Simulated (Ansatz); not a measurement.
System: SrO, space group F-43m (No. 216) (cell built by us, not taken from a database).

Input of the run:
```
crystal:
  lattice:
    - [0.0, 2.8065526086, 2.8065526086]
    - [2.8065526086, 0.0, 2.8065526086]
    - [2.8065526086, 2.8065526086, 0.0]
  atoms:
    - { symbol: Sr, position: [0.5, 0.5, 0.5] }
    - { symbol: O, position: [0.25, 0.25, 0.25] }
basis:
  ecutwfc: 420
kpoints:
  mp_grid: { grid: [8, 8, 8] }
hamiltonian:
  xc: pbe
scf:
  occupations: { method: fixed }
output:
  forces: true
  stress: true
  eigenvalues: true
  polarization: {}
elastic:
  mode: relaxed_ion
  stencil: two_point
```

Command:
```bash
ansatz run input.yaml --threads 1 --pin off --max-ram 2560MiB --backend cpu --events-out ev --progress --plain --runs-dir out
```

How it was computed, with Ansatz 0.2.0: proper piezoelectric stress tensor of an insulator from Berry phases at small strains, Voigt columns xx yy zz yz xz xy, Cartesian axes of the cell vectors; plane waves with PAW datasets, Γ-centred k mesh. Level: PBE, no spin polarisation.

wave cutoff 420 eV; k mesh 8×8×8; occupations fixed; pressure 0 GPa; ions relaxed; strain amplitude 0.002.

Predict the piezoelectric tensor e in Voigt notation.

The largest components, equal in size at 0.270 C/m², are e14, e25 and e36. Three components exceed 1 % of the largest: e14 = −0.270, e25 = −0.270, e36 = −0.270 C/m².

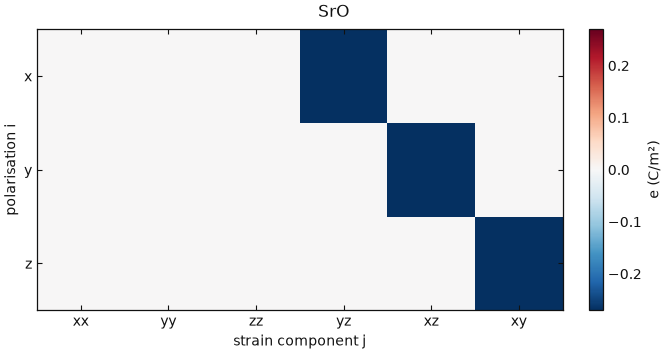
